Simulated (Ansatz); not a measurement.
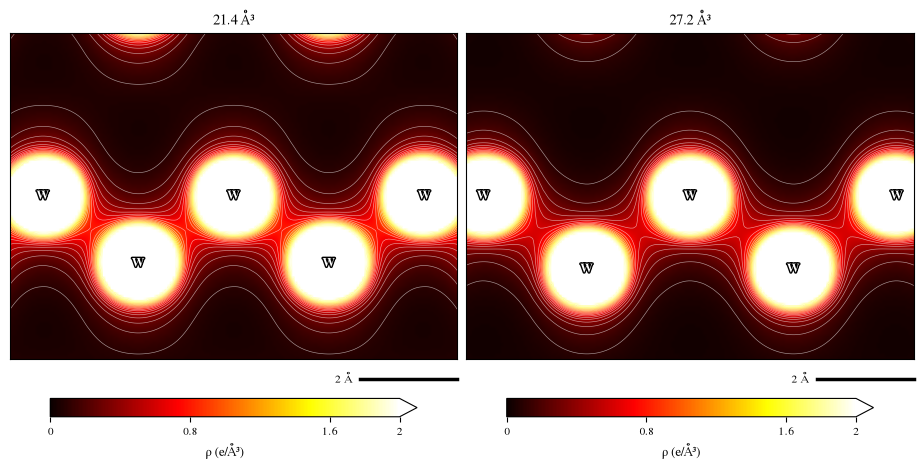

W. The valence charge density (pseudo) of cells scaled evenly to different volumes (given per atom above each panel), on the (11̄0) plane of each (indices in the axes of the cell below), at one length scale and on one colour scale.

A generated structure, not necessarily the stable one.

Level of theory: DFT, r2SCAN, plane waves (500 eV) with PAW, scalar-relativistic in Ansatz 0.2.0.

Core electrons are frozen (PAW), and the valence fields are smoothed inside the atomic spheres.

The largest cell:

```cif
data_structure
_symmetry_space_group_name_H-M 'P 1'
_symmetry_Int_Tables_number 1
_cell_length_a 4.2530
_cell_length_b 4.2530
_cell_length_c 4.2530
_cell_angle_alpha 60.000
_cell_angle_beta 60.000
_cell_angle_gamma 60.000
_cell_volume 54.39
loop_
_atom_site_label
_atom_site_type_symbol
_atom_site_fract_x
_atom_site_fract_y
_atom_site_fract_z
_atom_site_occupancy
W1 W 0.12500 0.12500 0.12500 1
W2 W 0.87500 0.87500 0.87500 1
```

| volume (Å³/atom) | W–W contact in the plane (Å) | ρ at its midpoint (e/Å³) | 
| --- | --- | --- |
| 21.37 | 2.403 | 0.796 | 
| 24.28 | 2.508 | ? | 
| 27.20 | 2.604 | 0.616 | 

What values belong in the row with question marks?

Over the known rows ln ρ falls by 1.28 per Å of W–W distance (the line through the two), which gives 0.696 e/Å³ at 2.508 Å; the calculation gives 0.695 e/Å³.
